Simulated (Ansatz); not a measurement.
# Nudged elastic band of W₁₆C (part 2 of 3)

The same run, continued: W₁₆C (defect cell, 17 atoms in the cell); DFT PBE, scalar-relativistic, plane waves, PAW, PAW set soft_1, no spin polarisation (Ansatz 0.2.0); cutoff 420 eV, 3×3×3 k-mesh, Gaussian smearing of 0.05 eV. It belongs to a series of runs on one base structure; here: band between the two ends.

Geometry of the input (Å; fractional positions):
```
6.3200  0.0000  0.0000
0.0000  6.3200  0.0000
0.0000  0.0000  6.3200
W  0.0172  -0.0106  0.0003
W  0.4973  -0.0104  0.0004
W  0.0172  0.5092  0.0003
W  0.0048  0.0015  0.5004
W  0.2573  0.2492  0.2482
W  0.4971  0.5091  0.0004
W  0.5098  0.0017  0.5004
W  0.7575  0.2494  0.2018
W  0.0051  0.4971  0.5004
W  0.2574  0.7494  0.2545
W  0.2573  0.2492  0.7524
W  0.5097  0.4970  0.5004
W  0.7572  0.7493  0.2479
W  0.7574  0.2493  0.7993
W  0.2574  0.7494  0.7463
W  0.7572  0.7492  0.7528
C  0.7574  0.2493  0.5005
```

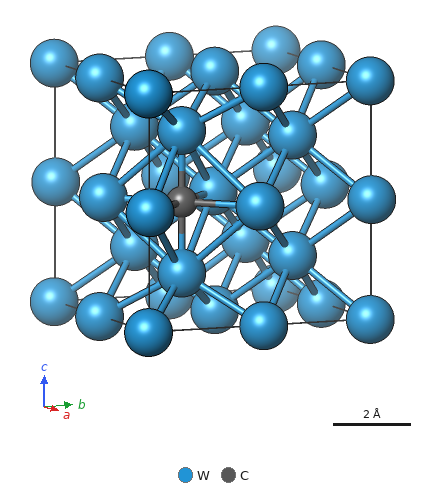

**Figure 1.** The structure as given in the input (ball-and-stick view of the cell of the calculation, seen slightly off an axis). An atom can appear more than once, as a periodic image.

## What the program printed, continued
```
NEB image 5
NSCF: frozen V_eff on 14 k-points
NEB image 3
NSCF: frozen V_eff on 14 k-points
the band table was solved once a step of the walk had ended and its energy, with any forces and stress, was formed, with the checks that follow a solve (7312 applications of the Hamiltonian). They found nothing against the state; the energy, forces and stress were not computed again (output.eigenvalues in the input reference)
NEB image 3, as the band closes
preconditioner: auto → Kerker (q_TF=auto, 2.682 Å⁻¹)  [metal: Δε(μ)=0.038 eV  Ē_g=5.517 eV  σ=0.050 eV  W_gap=0.39  n_scr=80 (ndim 8)  ℏωp=23.4 eV  f_vac=0.000  D(μ)=12.03/eV (n_scr^D=92)]
NEB point 1 about image 3
preconditioner: auto → Kerker (q_TF=auto, 2.682 Å⁻¹)  [metal: Δε(μ)=0.017 eV  Ē_g=5.518 eV  σ=0.050 eV  W_gap=0.19  n_scr=80 (ndim 8)  ℏωp=23.4 eV  f_vac=0.000  D(μ)=12.22/eV (n_scr^D=92)]
NEB point 2 about image 3
preconditioner: auto → Kerker (q_TF=auto, 2.682 Å⁻¹)  [metal: Δε(μ)=0.016 eV  Ē_g=5.518 eV  σ=0.050 eV  W_gap=0.18  n_scr=80 (ndim 8)  ℏωp=23.4 eV  f_vac=0.000  D(μ)=12.17/eV (n_scr^D=92)]
NEB point 3 about image 3
preconditioner: auto → Kerker (q_TF=auto, 2.682 Å⁻¹)  [metal: Δε(μ)=0.032 eV  Ē_g=5.516 eV  σ=0.050 eV  W_gap=0.35  n_scr=80 (ndim 8)  ℏωp=23.4 eV  f_vac=0.000  D(μ)=10.83/eV (n_scr^D=80)]
NEB point 4 about image 3
preconditioner: auto → Kerker (q_TF=auto, 2.682 Å⁻¹)  [metal: Δε(μ)=0.033 eV  Ē_g=5.518 eV  σ=0.050 eV  W_gap=0.34  n_scr=80 (ndim 8)  ℏωp=23.4 eV  f_vac=0.000  D(μ)=10.48/eV (n_scr^D=80)]
NEB point 5 about image 3
preconditioner: auto → Kerker (q_TF=auto, 2.682 Å⁻¹)  [metal: Δε(μ)=0.026 eV  Ē_g=5.518 eV  σ=0.050 eV  W_gap=0.28  n_scr=80 (ndim 8)  ℏωp=23.4 eV  f_vac=0.000  D(μ)=11.31/eV (n_scr^D=92)]
NEB point 6 about image 3
preconditioner: auto → Kerker (q_TF=auto, 2.682 Å⁻¹)  [metal: Δε(μ)=0.035 eV  Ē_g=5.521 eV  σ=0.050 eV  W_gap=0.38  n_scr=80 (ndim 8)  ℏωp=23.4 eV  f_vac=0.000  D(μ)=8.96/eV (n_scr^D=80)]
NEB point 7 about image 3
preconditioner: auto → Kerker (q_TF=auto, 2.682 Å⁻¹)  [metal: Δε(μ)=0.031 eV  Ē_g=5.516 eV  σ=0.050 eV  W_gap=0.32  n_scr=80 (ndim 8)  ℏωp=23.4 eV  f_vac=0.000  D(μ)=10.97/eV (n_scr^D=80)]
NEB point 8 about image 3
preconditioner: auto → Kerker (q_TF=auto, 2.682 Å⁻¹)  [metal: Δε(μ)=0.009 eV  Ē_g=5.517 eV  σ=0.050 eV  W_gap=0.10  n_scr=80 (ndim 8)  ℏωp=23.4 eV  f_vac=0.000  D(μ)=15.09/eV (n_scr^D=146)]
NEB point 9 about image 3
preconditioner: auto → Kerker (q_TF=auto, 2.682 Å⁻¹)  [metal: Δε(μ)=0.009 eV  Ē_g=5.513 eV  σ=0.050 eV  W_gap=0.10  n_scr=80 (ndim 8)  ℏωp=23.4 eV  f_vac=0.000  D(μ)=13.36/eV (n_scr^D=122)]
NEB point 10 about image 3
preconditioner: auto → Kerker (q_TF=auto, 2.682 Å⁻¹)  [metal: Δε(μ)=0.005 eV  Ē_g=5.512 eV  σ=0.050 eV  W_gap=0.06  n_scr=80 (ndim 8)  ℏωp=23.4 eV  f_vac=0.000  D(μ)=11.73/eV (n_scr^D=92)]
NEB point 11 about image 3
preconditioner: auto → Kerker (q_TF=auto, 2.682 Å⁻¹)  [metal: Δε(μ)=0.018 eV  Ē_g=5.512 eV  σ=0.050 eV  W_gap=0.20  n_scr=80 (ndim 8)  ℏωp=23.4 eV  f_vac=0.000  D(μ)=12.77/eV (n_scr^D=122)]
NEB point 12 about image 3
preconditioner: auto → Kerker (q_TF=auto, 2.682 Å⁻¹)  [metal: Δε(μ)=0.014 eV  Ē_g=5.514 eV  σ=0.050 eV  W_gap=0.16  n_scr=80 (ndim 8)  ℏωp=23.4 eV  f_vac=0.000  D(μ)=14.34/eV (n_scr^D=146)]
NEB point 13 about image 3
preconditioner: auto → Kerker (q_TF=auto, 2.682 Å⁻¹)  [metal: Δε(μ)=0.044 eV  Ē_g=5.519 eV  σ=0.050 eV  W_gap=0.45  n_scr=80 (ndim 8)  ℏωp=23.4 eV  f_vac=0.000  D(μ)=8.61/eV (n_scr^D=80)]
NEB point 14 about image 3
preconditioner: auto → Kerker (q_TF=auto, 2.682 Å⁻¹)  [metal: Δε(μ)=0.030 eV  Ē_g=5.519 eV  σ=0.050 eV  W_gap=0.32  n_scr=80 (ndim 8)  ℏωp=23.4 eV  f_vac=0.000  D(μ)=11.43/eV (n_scr^D=92)]
NEB point 15 about image 3
preconditioner: auto → Kerker (q_TF=auto, 2.682 Å⁻¹)  [metal: Δε(μ)=0.024 eV  Ē_g=5.517 eV  σ=0.050 eV  W_gap=0.26  n_scr=80 (ndim 8)  ℏωp=23.4 eV  f_vac=0.000  D(μ)=12.28/eV (n_scr^D=92)]
NEB point between images 0 and 1
preconditioner: auto → Resta (q_TF=auto, 2.682 Å⁻¹)  ε∞=18.5  [insulator: Δε(μ)=0.106 eV  Ē_g=5.583 eV  σ=0.050 eV  W_gap=0.69  n_scr=80 (ndim 8)  ℏωp=23.4 eV  f_vac=0.000  D(μ)=4.23/eV (n_scr^D=26)  ε∞_Penn≈18.5]
NEB point between images 1 and 2
preconditioner: auto → Kerker (q_TF=auto, 2.682 Å⁻¹)  [metal: Δε(μ)=0.009 eV  Ē_g=5.553 eV  σ=0.050 eV  W_gap=0.10  n_scr=80 (ndim 8)  ℏωp=23.4 eV  f_vac=0.000  D(μ)=8.76/eV (n_scr^D=80)]
NEB point between images 2 and 3
preconditioner: auto → Kerker (q_TF=auto, 2.682 Å⁻¹)  [metal: Δε(μ)=0.004 eV  Ē_g=5.525 eV  σ=0.050 eV  W_gap=0.04  n_scr=80 (ndim 8)  ℏωp=23.4 eV  f_vac=0.000  D(μ)=15.11/eV (n_scr^D=146)]
NEB point between images 3 and 4
preconditioner: auto → Kerker (q_TF=auto, 2.682 Å⁻¹)  [metal: Δε(μ)=0.040 eV  Ē_g=5.522 eV  σ=0.050 eV  W_gap=0.43  n_scr=80 (ndim 8)  ℏωp=23.4 eV  f_vac=0.000  D(μ)=12.77/eV (n_scr^D=122)]
NEB point between images 4 and 5
preconditioner: auto → Kerker (q_TF=auto, 2.682 Å⁻¹)  [metal: Δε(μ)=0.028 eV  Ē_g=5.558 eV  σ=0.050 eV  W_gap=0.31  n_scr=80 (ndim 8)  ℏωp=23.4 eV  f_vac=0.000  D(μ)=7.99/eV (n_scr^D=56)]
NEB point between images 5 and 6
preconditioner: auto → Resta (q_TF=auto, 2.682 Å⁻¹)  ε∞=18.5  [insulator: Δε(μ)=0.108 eV  Ē_g=5.583 eV  σ=0.050 eV  W_gap=0.70  n_scr=80 (ndim 8)  ℏωp=23.4 eV  f_vac=0.000  D(μ)=4.23/eV (n_scr^D=26)  ε∞_Penn≈18.5]
NEB point between images 2 and 3
preconditioner: auto → Resta (q_TF=auto, 2.682 Å⁻¹)  ε∞=18.9  [insulator: Δε(μ)=0.063 eV  Ē_g=5.530 eV  σ=0.050 eV  W_gap=0.62  n_scr=80 (ndim 8)  ℏωp=23.4 eV  f_vac=0.000  D(μ)=7.93/eV (n_scr^D=56)  ε∞_Penn≈18.9]
NEB point between images 2 and 3
preconditioner: auto → Kerker (q_TF=auto, 2.682 Å⁻¹)  [metal: Δε(μ)=0.015 eV  Ē_g=5.524 eV  σ=0.050 eV  W_gap=0.17  n_scr=80 (ndim 8)  ℏωp=23.4 eV  f_vac=0.000  D(μ)=12.40/eV (n_scr^D=92)]
NEB point between images 3 and 4
preconditioner: auto → Kerker (q_TF=auto, 2.682 Å⁻¹)  [metal: Δε(μ)=0.039 eV  Ē_g=5.518 eV  σ=0.050 eV  W_gap=0.40  n_scr=80 (ndim 8)  ℏωp=23.4 eV  f_vac=0.000  D(μ)=12.12/eV (n_scr^D=92)]
NEB point between images 3 and 4
preconditioner: auto → Resta (q_TF=auto, 2.682 Å⁻¹)  ε∞=18.8  [insulator: Δε(μ)=0.065 eV  Ē_g=5.532 eV  σ=0.050 eV  W_gap=0.63  n_scr=80 (ndim 8)  ℏωp=23.4 eV  f_vac=0.000  D(μ)=7.39/eV (n_scr^D=56)  ε∞_Penn≈18.8]
NEB iter   7: max|band force component| = 2.220e-2 eV/Å  barrier→ = 1.5647 eV  barrier← = 1.5648 eV  CI = image 3  Δτ_max = 0.0000 Å  (201 SCF iters)
```

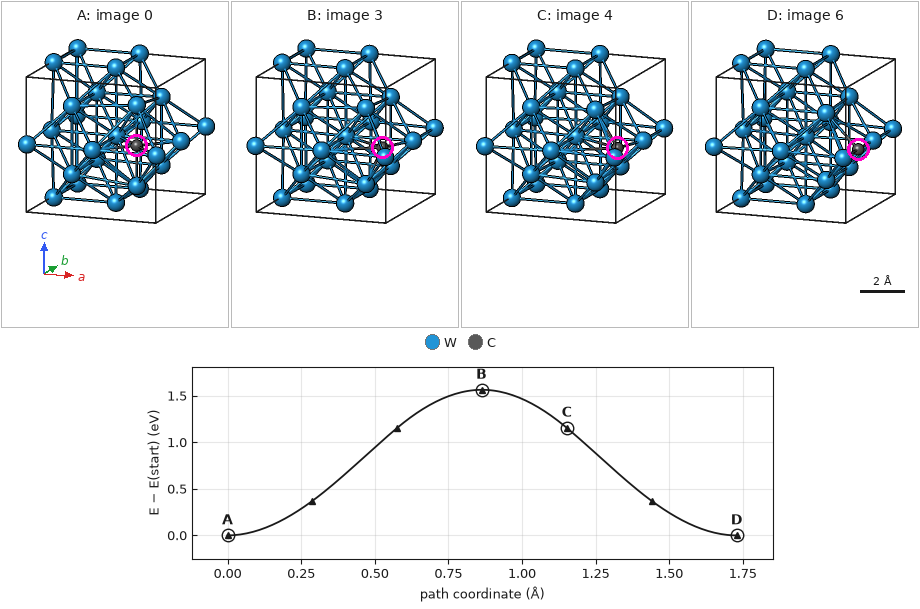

**Figure 2.** Images of the last band (counted from 0; ball-and-stick, simulation cell, seen slightly off an axis), with the moving atom and its periodic copies ringed, above the energy along the path; the line is a cubic interpolation that uses the forces. The highest image is number 3, 1.565 eV above the start and 1.565 eV above the end (the climbing image); start and end have the same energy. The path is 1.73 Å long, and C17 moves most (1.53 Å). The band converged in 7 iterations.

```
Free energy (F): -166421.323012 eV
Harris-Foulkes:  -166421.323012 eV  (|F-HF|=1.08e-9)
Internal energy: -166421.307980 eV  (E = F + TS)
E sigma→0 (E₀):  -166421.315496 eV
Entropy (-TS):   -0.015033 eV (-0.884 meV/atom)
Fermi energy:    22.876383 eV
--- Per-component energies (eV) ---
  E_band       = -1184.861690
  E_kinetic    = 6875.248402
  E_local      = -8557.554725  (includes V_loc(G=0)·N_el)
  E_nonlocal   = -380.086647
  E_hartree    = 3633.562701
  E_xc         = -4343.148228
  E_vxc        = -3776.396049  (∫ρ·V_xc dr)
  E_paw        = -137349.806009  (= ΣΔE_a)
  E_vpaw       = -2613.200588  (= ΣTr[D̂ρ^β])
  E_aug_tail   = 0.002407  (compensation charges beyond the density's cutoff)
  E_ewald      = -26299.525881
  E_smearing   = -0.015033  (= −TS)
  E_closure    = 0.000000  (closes the sum)
  Σ components = -166421.323012   (vs F -166421.323012, Δ=0.00e0)
--- Forces (eV/Å), atoms counted from 1 ---
  atom   1  W     -0.00586180     0.00807199     0.00129717
  atom   2  W      0.00483977     0.00303416     0.00459732
[...]
  atom   3  W     -0.00208017     0.01178807     0.00034538
  atom   4  W      0.01491429     0.01597550    -0.00017249
  atom   5  W     -0.01187828    -0.02177324    -0.01646741
  atom   6  W      0.00110235     0.00363370     0.00181223
  atom   7  W      0.00085236     0.01118660    -0.00693356
  atom   8  W      0.00040145     0.00153887    -0.00738982
  atom   9  W      0.00711005     0.00904510    -0.00745689
  atom  10  W      0.00652040     0.00306322    -0.00042672
  atom  11  W     -0.01030388    -0.02163955     0.01782089
  atom  12  W     -0.00942986    -0.00175506    -0.00745117
  atom  13  W      0.00063781     0.00309025     0.01823748
  atom  14  W      0.00192686    -0.00649124     0.01563174
  atom  15  W      0.00745994     0.00086966     0.00021584
  atom  16  W     -0.00023953     0.00212667    -0.00963453
  atom  17  C     -0.00597418    -0.02176748    -0.00402642
  max |Σ_I F_I| component: 2.78e-6 eV/Å
--- Band table (eV; the first three rows and the last of 14) ---
  k-point 0: bands = ["-51.1705", "-51.0867", "-51.0860", "-51.0761", "-51.0754", "-51.0409", "-51.0228", "-51.0226", "-51.0020", "-50.9907", "-50.9905", "-50.9842", "-50.9530", "-50.9233", "-50.9232", "-50.8568", "-16.2020", "-16.1005", "-16.0852", "-16.0780", "-16.0779", "-16.0478", "-15.7086", "-15.6724", "-15.6697", "-15.6695", "-15.5499", "-15.5034", "-15.5031", "-15.5029", "-15.4608", "-15.4427", "-15.4210", "-15.4007", "-15.4004", "-15.3778", "-15.3595", "-15.2776", "-15.2774", "-15.2589", "-15.2480", "-15.2397", "-15.2391", "-15.1767", "-15.1490", "-15.1489", "-15.1470", "-15.1468", "-15.1421", "-15.1419", "-15.1212", "-15.1148", "-15.1082", "-15.1080", "-15.0825", "-14.7699", "-14.7489", "-14.7427", "-14.7339", "-14.7338", "-14.6925", "-14.6630", "-14.6627", "-14.6395", "10.1542", "13.7959", "15.4967", "15.9197", "15.9225", "16.5911", "16.5911", "16.7581", "16.8047", "17.1296", "17.3716", "17.3768", "17.3777", "17.5909", "17.6331", "18.3206", "18.3212", "18.8002", "18.9031", "19.1709", "19.2458", "19.3303", "19.3542", "19.6320", "19.6572", "19.6586", "19.7664", "19.7696", "19.7954", "19.9011", "19.9446", "19.9535", "20.3038", "20.6342", "20.6413", "21.6467", "21.6514", "21.6520", "21.7437", "21.9239", "22.0557", "22.0560", "22.1332", "22.2550", "22.2552", "22.3602", "22.3610", "22.5102", "22.9215", "22.9403", "23.3605", "23.3613", "23.5270", "23.5506", "23.7891", "23.8762", "23.8786", "24.3978", "24.4891", "24.5316", "24.7145", "24.7161", "24.7694", "24.8424", "25.1067", "25.1071", "25.1156", "25.1661", "25.3479", "25.3491", "25.9707", "26.0241", "26.0245"]
  k-point 1: bands = ["-51.1553", "-51.1136", "-51.0865", "-51.0730", "-51.0683", "-51.0513", "-51.0221", "-51.0201", "-50.9948", "-50.9912", "-50.9910", "-50.9846", "-50.9558", "-50.9233", "-50.9096", "-50.8642", "-16.1021", "-16.0156", "-15.9967", "-15.9843", "-15.9797", "-15.9442", "-15.8418", "-15.7634", "-15.7534", "-15.7167", "-15.7110", "-15.6743", "-15.6708", "-15.6289", "-15.6012", "-15.6004", "-15.4753", "-15.4336", "-15.3943", "-15.3259", "-15.2798", "-15.2736", "-15.2128", "-15.2099", "-15.1971", "-15.1802", "-15.1784", "-15.1643", "-15.1624", "-15.1450", "-15.1309", "-15.1286", "-15.0418", "-15.0302", "-15.0095", "-14.9840", "-14.9825", "-14.9555", "-14.9372", "-14.8442", "-14.8363", "-14.8081", "-14.8050", "-14.7932", "-14.7483", "-14.7305", "-14.7047", "-14.6742", "10.3354", "14.1960", "15.5832", "15.8408", "16.2024", "16.2675", "16.8992", "17.0437", "17.1461", "17.2756", "17.2969", "17.3368", "17.4433", "17.5295", "17.9112", "18.1517", "18.1875", "18.4305", "18.5885", "18.8806", "19.1159", "19.1343", "19.3465", "19.4519", "19.5328", "19.6465", "19.7554", "19.8668", "19.9438", "20.0927", "20.2864", "20.3204", "20.6273", "20.8325", "20.9269", "21.0226", "21.1232", "21.1880", "21.4021", "21.4925", "21.5945", "21.7257", "21.8210", "21.8344", "22.0476", "22.0701", "22.2908", "22.2998", "22.4085", "22.8424", "22.9275", "23.1239", "23.1948", "23.4292", "23.6066", "23.7743", "24.0721", "24.2027", "24.3322", "24.5569", "24.6440", "24.8882", "24.9829", "25.2763", "25.4086", "25.5488", "25.7830", "25.8003", "25.8477", "25.8823", "25.9918", "26.0355", "26.1015"]
  k-point 2: bands = ["-51.1552", "-51.1138", "-51.0859", "-51.0733", "-51.0683", "-51.0512", "-51.0223", "-51.0201", "-50.9948", "-50.9912", "-50.9910", "-50.9846", "-50.9558", "-50.9234", "-50.9095", "-50.8642", "-16.1022", "-16.0155", "-15.9966", "-15.9844", "-15.9798", "-15.9443", "-15.8421", "-15.7631", "-15.7531", "-15.7166", "-15.7110", "-15.6744", "-15.6709", "-15.6290", "-15.6014", "-15.6004", "-15.4754", "-15.4335", "-15.3940", "-15.3259", "-15.2795", "-15.2738", "-15.2127", "-15.2097", "-15.1971", "-15.1802", "-15.1784", "-15.1645", "-15.1625", "-15.1451", "-15.1312", "-15.1286", "-15.0415", "-15.0304", "-15.0094", "-14.9838", "-14.9823", "-14.9556", "-14.9372", "-14.8444", "-14.8363", "-14.8080", "-14.8050", "-14.7933", "-14.7483", "-14.7306", "-14.7046", "-14.6742", "10.3348", "14.1957", "15.5829", "15.8415", "16.2057", "16.2666", "16.8999", "17.0427", "17.1460", "17.2760", "17.2967", "17.3374", "17.4428", "17.5298", "17.9124", "18.1523", "18.1852", "18.4303", "18.5880", "18.8808", "19.1154", "19.1351", "19.3476", "19.4517", "19.5328", "19.6464", "19.7551", "19.8687", "19.9444", "20.0910", "20.2893", "20.3181", "20.6268", "20.8336", "20.9272", "21.0222", "21.1224", "21.1872", "21.4025", "21.4918", "21.5939", "21.7260", "21.8208", "21.8345", "22.0491", "22.0710", "22.2901", "22.2984", "22.4094", "22.8406", "22.9273", "23.1232", "23.1934", "23.4280", "23.6041", "23.7745", "24.0732", "24.1999", "24.3321", "24.5576", "24.6437", "24.8878", "24.9835", "25.2768", "25.4077", "25.5494", "25.7841", "25.7989", "25.8474", "25.8833", "25.9931", "26.0361", "26.1025"]
```
